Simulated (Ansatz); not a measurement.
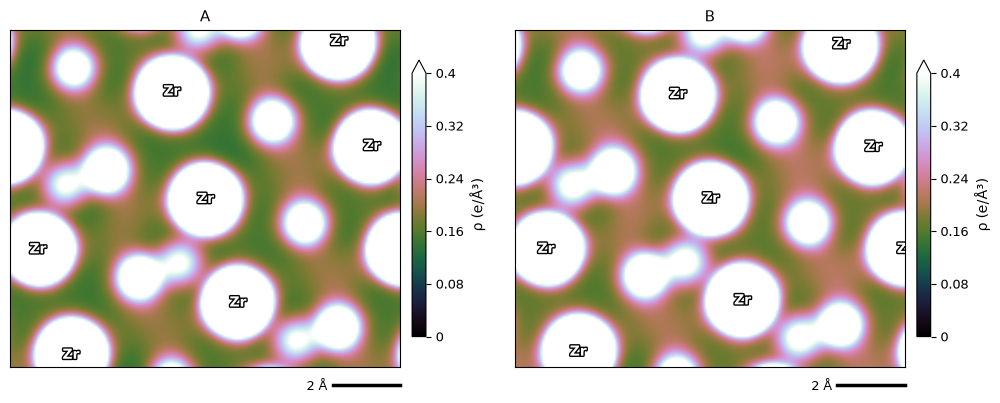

Zr₄O. The valence charge density (pseudo) of two cells that differ in size, on the (101̄) plane of each (indices in the axes of the calculation cell), at one length scale and on one colour scale: A has 19.0 Å³ an atom and B 17.9.

Space group R-3; a structure from a database of computed crystals, not necessarily the ambient phase.

Computed with DFT PBEsol, scalar-relativistic, plane waves, PAW (Ansatz).

The larger cell:

```
Zr O
1.0
     5.63729    0.00000    0.00000
    -2.81864    1.62734   10.37934
     2.81864   -4.88203    0.00000
Zr O
12 3
Direct
  0.62208 0.87666 0.29108
  0.12362 0.37599 0.78342
  0.96350 0.87666 0.62208
  0.46895 0.37599 0.12362
  0.29108 0.87666 0.96350
  0.78342 0.37599 0.46895
  0.03650 0.12334 0.37792
  0.53105 0.62401 0.87638
  0.37792 0.12334 0.70892
  0.87638 0.62401 0.21658
  0.70892 0.12334 0.03650
  0.21658 0.62401 0.53105
  0.50000 0.50000 0.50000
  0.24996 0.74989 0.24996
  0.75004 0.25011 0.75004
```

The smaller cell: a = 5.524 Å, b = 10.668 Å, c = 5.524 Å, α = 105.01°, β = 60.00°, γ = 105.01°.

What does the compression do to the bonding and the properties?

Answer. From the larger cell to the smaller, Zr–Zr goes from 3.22 to 3.17 Å, and the density at its midpoint from 0.16 to 0.18 e/Å³; the pressure goes from −3.6 to 4.2 GPa.
